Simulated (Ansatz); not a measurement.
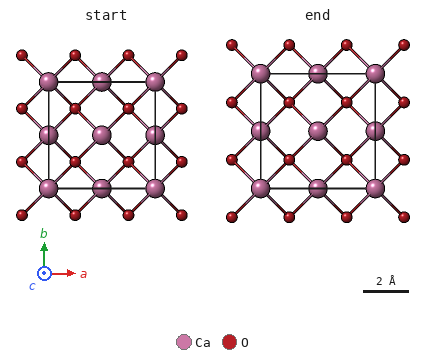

The structure of a crystal of CaO (built on the BeS-216 type type) before (left) and after (right) a relaxation, at one scale.

A ball-and-stick model of the conventional cell (4 times the calculation's cell), seen along the c axis. Lengths and directions refer to the drawn axes.

Computed with Ansatz, DFT, PBEsol, plane waves, PAW.

The input:
```yaml
crystal:
  lattice:
    - [0.0, 2.4035557, 2.4035557]
    - [2.4035557, 0.0, 2.4035557]
    - [2.4035557, 2.4035557, 0.0]
  atoms:
    - { symbol: Ca, position: [0.0, 0.0, 0.0] }
    - { symbol: O, position: [0.75, 0.75, 0.75] }
kpoints:
  mp_grid: { grid: [8, 8, 8] }
hamiltonian:
  xc: pbesol
scf:
  occupations: { method: fermi_dirac, width: 0.03 }
relax:
  f_tol: 0.01
  cell: {}
  max_steps: 120
output:
  write_density: true
  write_potential: true
  elf: true
  volumetric_format: npy
```

Launched with:
```bash
ansatz run input.yaml --threads 2 --pin off --max-ram 20275MiB --backend cpu --events-out ev --progress --plain --runs-dir out
```

### What changed between the two?

No atom moves by more than 0.005 Å relative to the cell. The drawn cell changes as follows: a = b = c 4.807 → 5.179 Å (+7.7 %); the volume changes by +25.0 %. Some distances before and after: Ca1–Ca1 3.399 → 3.662 Å, Ca1–O2 2.082 → 2.243 Å. The space group stays F-43m (No. 216). Over 6 accepted moves (8 points after the start) the energy falls by 260 meV per atom. All forces vanish by symmetry, so only the cell relaxes. The pressure goes from 28.88 to 0.03 GPa. The SCF was repeated twice at an unchanged geometry on a basis and grid sized afresh for the cell, which shifted the energy by 23.0 meV per atom at most.
